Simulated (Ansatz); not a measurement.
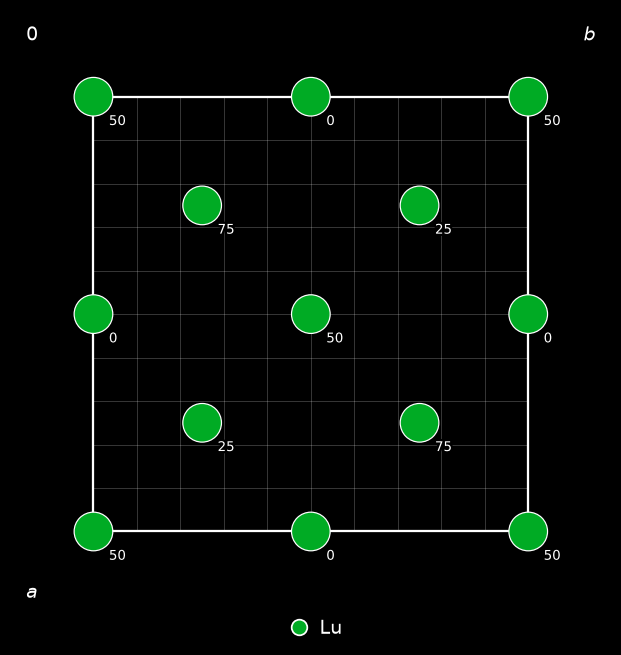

Plan of a unit cell projected along c (a down the page, b across); the numbers are heights in hundredths of c, and atoms on the cell's edges are repeated. The grid marks tenths of a and b. Source: coordinates from a relaxation with DFT, r2SCAN, plane waves (500 eV) with PAW, scalar-relativistic (Ansatz 0.2.0); the starting structure was generated, so it need not be a known form of this composition. The drawing is computed from the coordinates (standard cell, symmetry found to 0.002 Å).

a = 7.365 Å, b = 7.365 Å, c = 7.365 Å, α = 90.00°, β = 90.00°, γ = 90.00°.

### What does the cell contain?

8 Lu: Lu, Z = 8.

### Which space group?

Fd-3m, No. 227, origin choice 1, face-centred cubic.

### Give the fractional coordinates of all atoms, to two places.

```tsv
atom	x	y	z
Lu	0.75	0.75	0.75
Lu	0.00	0.50	0.00
Lu	0.75	0.25	0.25
Lu	0.00	0.00	0.50
Lu	0.25	0.75	0.25
Lu	0.50	0.50	0.50
Lu	0.25	0.25	0.75
Lu	0.50	0.00	0.00
```
